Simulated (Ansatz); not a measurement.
# Run report: Re, geometry relaxation (part 2 of 2)

Re (P6₃/mmc, 2 atoms in the cell); DFT PBEsol, scalar-relativistic, plane waves, PAW, no spin polarisation (Ansatz 0.2.0); cutoff 420 eV, 18×18×10 k-mesh, Gaussian smearing of 0.1 eV. The structure was built on a prototype by a generator; it need not be a known phase.

Geometry of the input (Å; fractional positions):
```
2.7505  0.0000  0.0000
-1.3753  2.3820  0.0000
0.0000  0.0000  4.4916
Re 0.0000  0.0000  0.0000
Re 0.3333  0.6667  0.5000
```

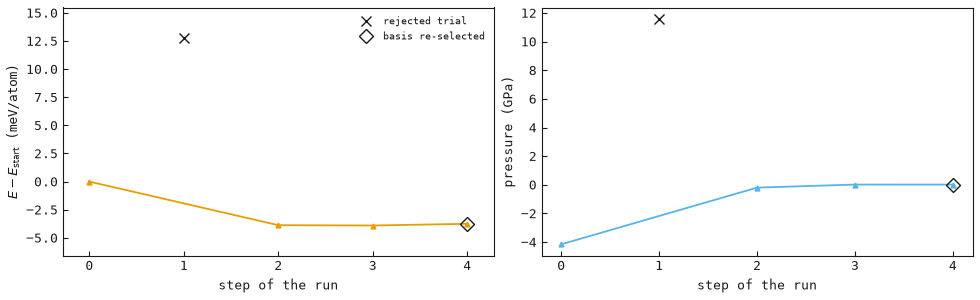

Progress of the relaxation, step by step (the first geometry is step 0 here and step 1 in the log).

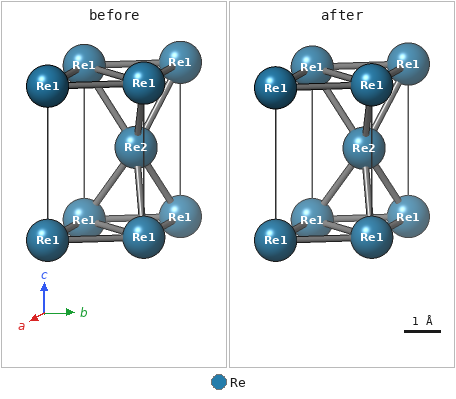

Before (left) and after (right) the relaxation, at one scale (ball-and-stick view of the cell of the calculation, seen slightly off an axis). Over 3 geometry steps the energy falls by 3.9 meV per atom. All forces vanish by symmetry, so only the cell relaxes. Pressure: −4.16 GPa at the start and 0.01 GPa at the end. The line search rejected the trial step at point 1 (counted from 0) and went back. The atoms keep their places relative to the cell (all moves are under 0.005 Å). The drawn cell changes as follows: a = b 2.751 → 2.750 Å (0.0 %), c 4.492 → 4.443 Å (−1.1 %); the volume changes by −1.1 %. Distances before and after: Re1–Re2 2.751 → 2.731 Å. The space group stays P6_3/mmc (No. 194). A last SCF at the same geometry on a re-selected plane-wave basis shifts the energy by +0.2 meV per atom. (Atoms are counted from 1 in the order of the input.)

```
basis re-selected at this cell: Δ(F+E_penalty+E_count) = +3.047e-4 eV, ΔP = -0.001 GPa vs the last step (what re-selecting the basis moved, of the pressure what is left beyond the Pulay correction that the steps carried, after the strain that the cell walked since its last selection, with what the two solves' SCF thresholds leave and, on support functions, any second-order correction that the steps lacked; it is no measure of the basis error at this ecutwfc). The dense FFT grid was sized anew with the basis: this SCF ran on 20×20×30 points, the steps before it on 20×20×32, so part of this shift can come from that change (see relax.cell in the input reference). This SCF's stress stands 1.85e-2 GPa from its target on what of the cell is left free (relax.cell.stress_tol is 5.00e-2 GPa) and its largest allowed force component is 1.11e-16 eV/Å (relax.f_tol is 5.00e-3 eV/Å): within both
SCF converged after 8 iterations
Free energy (F): -21474.498790 eV
Harris-Foulkes:  -21474.498790 eV  (|F-HF|=7.28e-12)
Internal energy: -21474.490739 eV  (E = F + TS)
E sigma→0 (E₀):  -21474.494765 eV
Entropy (-TS):   -0.008051 eV (-4.025 meV/atom)
Fermi energy:    24.099576 eV
--- Per-component energies (eV) ---
  E_band       = -139.182575
  E_kinetic    = 1084.298082
  E_local      = -1501.345067  (includes V_loc(G=0)·N_el)
  E_nonlocal   = 101.510658
  E_hartree    = 538.302446
  E_xc         = -803.251582
  E_vxc        = -609.057605  (∫ρ·V_xc dr)
  E_paw        = -17061.879900  (= ΣΔE_a)
  E_vpaw       = -291.193383  (= ΣTr[D̂ρ^β])
  E_aug_tail   = -0.000150  (compensation charges beyond the density's cutoff)
  E_ewald      = -3832.591748
  E_core_change = 0.466523  (= ΣΔE_core)
  E_smearing   = -0.008051  (= −TS)
  E_closure    = 0.000000  (closes the sum)
  Σ components = -21474.498790   (vs F -21474.498790, Δ=0.00e0)
--- Forces (eV/Å), atoms counted from 1 ---
  atom   1  Re    -0.00000000     0.00000000    -0.00000000
  atom   2  Re     0.00000000    -0.00000000     0.00000000
  max |Σ_I F_I| component: 9.25e-18 eV/Å
--- Stress (GPa, compression-positive) ---
        0.018477       0.000000       0.000000
        0.000000       0.018477       0.000000
        0.000000       0.000000       0.002864
  P = ⅓ Tr σ = 0.0133 GPa (0.133 kbar)
--- Band table (eV; the first three rows and the last of 222) ---
  k-point 0: bands = ["-55.6301", "-55.5004", "-18.1739", "-17.0714", "-17.0714", "-16.8893", "-16.8893", "-16.8697", "14.1682", "17.4018", "22.5051", "22.5073", "22.5073", "23.3614", "23.3614", "24.3119", "24.3119", "24.7535", "27.5443"]
  k-point 1: bands = ["-55.6270", "-55.5036", "-18.1441", "-17.0670", "-17.0670", "-16.9040", "-16.8938", "-16.8938", "14.2908", "17.4105", "22.4317", "22.4454", "22.4454", "23.2836", "23.2836", "24.4039", "24.4862", "24.4862", "27.5608"]
  k-point 2: bands = ["-55.6179", "-55.5129", "-18.0570", "-17.0541", "-17.0541", "-17.0026", "-16.9068", "-16.9068", "14.6467", "17.4134", "22.2326", "22.3302", "22.3302", "23.0815", "23.0815", "23.5748", "24.9288", "24.9288", "27.5654"]
  k-point 221: bands = ["-55.4768", "-55.4768", "-17.9090", "-17.9090", "-17.6385", "-17.6385", "-17.1055", "-17.1055", "19.4945", "19.4945", "20.3335", "20.3335", "21.9528", "21.9528", "24.1748", "24.1748", "27.5353", "27.5353", "33.7972"]
--- Relaxed structure (4 steps of the walk, 3 accepted, 1 SCFs on fresh bases) ---
  F+E_penalty+E_count = -21474.49879004 eV   max|allowed force component| = 1.110e-16 eV/Å   (the final SCF, on the basis selected at the relaxed cell)
  cell:  # Å, volume = 29.1069 Å³
    - [2.7503079387299185, 2.886527768429082e-7, -7.149201705127298e-35]
    - [-1.375154219345597, 2.3818363988437365, 2.645892972975674e-35]
    - [5.837300049482711e-35, -1.4593250123706777e-35, 4.443263038617479]
  atoms:
    - { symbol: Re, position: [3.2381505022763847e-17, -2.312964641528915e-17, -1.9541049305199854e-37] }
    - { symbol: Re, position: [0.3333333333333335, 0.6666666666666667, 0.5] }
```

Trajectory as extended XYZ (Å, eV, eV/Å), 5 frames, from step=1 to step=5:
```
2
Lattice="2.7505 0.0000 0.0000 -1.3753 2.3820 0.0000 0.0000 0.0000 4.4916" Properties=species:S:1:pos:R:3:forces:R:3 step=1 energy=-21474.49129 pressure_GPa=-4.16
Re    0.0000    0.0000    0.0000    0.0000   0.0000   0.0000
Re    0.0000    1.5880    2.2458    0.0000   0.0000   0.0000
2
Lattice="2.7383 0.0000 0.0000 -1.3691 2.3714 0.0000 0.0000 0.0000 4.3602" Properties=species:S:1:pos:R:3:forces:R:3 step=2 energy=-21474.46568 pressure_GPa=11.59 accepted=F
Re    0.0000    0.0000    0.0000    0.0000   0.0000   0.0000
Re    0.0000    1.5809    2.1801    0.0000   0.0000   0.0000
2
Lattice="2.7498 0.0000 0.0000 -1.3749 2.3814 0.0000 0.0000 0.0000 4.4472" Properties=species:S:1:pos:R:3:forces:R:3 step=3 energy=-21474.49904 pressure_GPa=-0.20
Re    0.0000    0.0000    0.0000    0.0000   0.0000   0.0000
Re    0.0000    1.5876    2.2236    0.0000   0.0000   0.0000
2
Lattice="2.7503 0.0000 0.0000 -1.3752 2.3818 0.0000 0.0000 0.0000 4.4433" Properties=species:S:1:pos:R:3:forces:R:3 step=4 energy=-21474.49909 pressure_GPa=0.01
Re    0.0000    0.0000    0.0000    0.0000   0.0000   0.0000
Re    0.0000    1.5879    2.2216    0.0000   0.0000   0.0000
2
Lattice="2.7503 0.0000 0.0000 -1.3752 2.3818 0.0000 0.0000 0.0000 4.4433" Properties=species:S:1:pos:R:3:forces:R:3 step=5 energy=-21474.49879 pressure_GPa=0.01
Re    0.0000    0.0000    0.0000    0.0000   0.0000   0.0000
Re    0.0000    1.5879    2.2216    0.0000   0.0000   0.0000
```

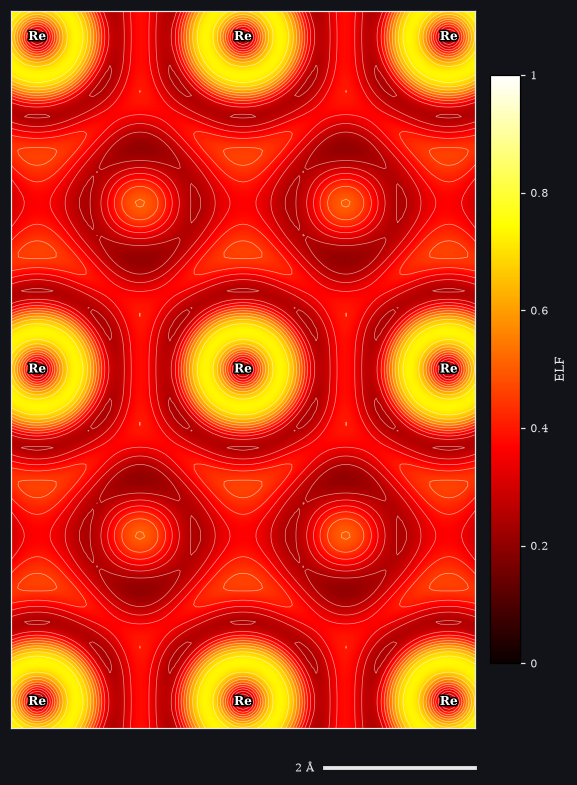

Electron localisation function on the (100) plane of the conventional cell. The section cuts through Re sites. Re–Re (2.75 Å): the ELF is about 0.40 at the midpoint, which marks nearly free electrons, as in a simple metal. The strong features right at Re lie inside the PAW spheres (semicore, d or f shells) and say nothing about bonding. The fields are those of the smooth PAW valence density.

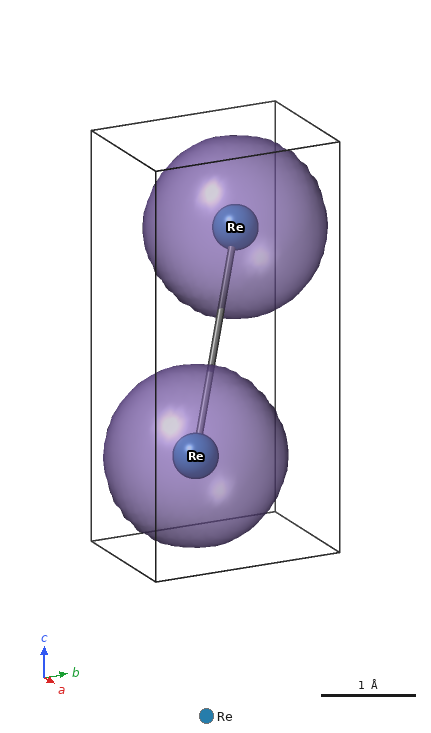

Isosurface of the valence charge density (pseudo) at 0.8 e/Å³ (purple), seen slightly off an axis. Sticks mark near contacts. The outline is the cell set on symmetry axes. At this value the density breaks into separate islands; it holds about 70 % of the electrons treated as valence (semicore included). It is pinched off along the Re–Re (2.73 Å) contacts. On the grid the lowest density along these lines, outside the cores, is 0.45 e/Å³ (Re–Re, 2.73 Å).
